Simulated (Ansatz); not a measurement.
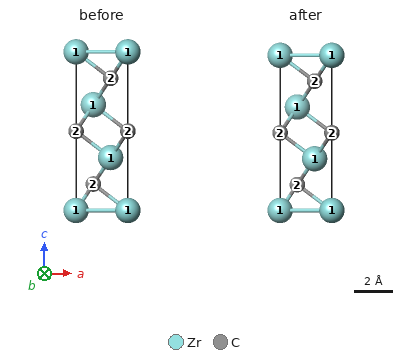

The structure of a crystal of ZrC (set up in R-3m) before (left) and after (right) a relaxation, at one scale.

The picture is a ball-and-stick view of the conventional cell (3 times the calculation's cell), seen along the b axis. Lengths and directions refer to the drawn axes.

Case: film's bulk on the substrate's plane, third vector and atoms relaxed.

Computed with DFT PBEsol, scalar-relativistic, plane waves, PAW (Ansatz).

Input file:
```yaml
crystal:
  lattice:
    - [3.1830776023, 0.0, 0.0]
    - [-1.5915388012, 2.7566260658, 0.0]
    - [1.5915388012, 0.9188753553, 2.8165077664]
  atoms:
    - { symbol: Zr, position: [0.0, 0.0, 0.0] }
    - { symbol: C, position: [0.0, 0.5, 0.5] }
basis:
  ecutwfc: 420
kpoints:
  mp_grid: { grid: [12, 12, 12] }
hamiltonian:
  xc: pbesol
scf:
  occupations: { method: gaussian, width: 0.1 }
output:
  forces: true
  stress: true
  eigenvalues: true
relax:
  adjacent_minimum: "off"
  f_tol: 0.01
  max_steps: 50
  cell: { fix: [a, b, gamma], stress_tol: 0.1 }
```

Run as
```bash
ansatz run input.yaml --threads 2 --pin off --max-ram 5120MiB --backend cpu --events-out ev --progress --plain --runs-dir out
```

Describe what moved and what it gained.

Answer. After 2 accepted moves (4 points after the start) the energy has fallen by 19.4 meV per cell of the calculation. All forces vanish by symmetry, so only the cell relaxes. Pressure: 7.26 GPa at the start and 13.42 GPa at the end. The line search rejected the trial step at point 1 of the run. At 1 point the geometry stayed and the basis and grid were re-selected for the new cell (energy shift of 0.6 meV per cell of the calculation at most each time). No atom moves by more than 0.005 Å relative to the cell. The volume changes by −2.2 %, with a = b unchanged at 3.183 Å, c 8.450 → 8.264 Å (−2.2 %). Some distances before and after: Zr1–Zr1 3.363 → 3.311 Å, Zr1–C2 2.315 → 2.297 Å. The space group stays R-3m (No. 166). The run took 4.5 s on 2 threads of AMD EPYC 9R45 96-Core Processor (Zen 5), with other jobs on the host, peak memory 0.44 GiB.
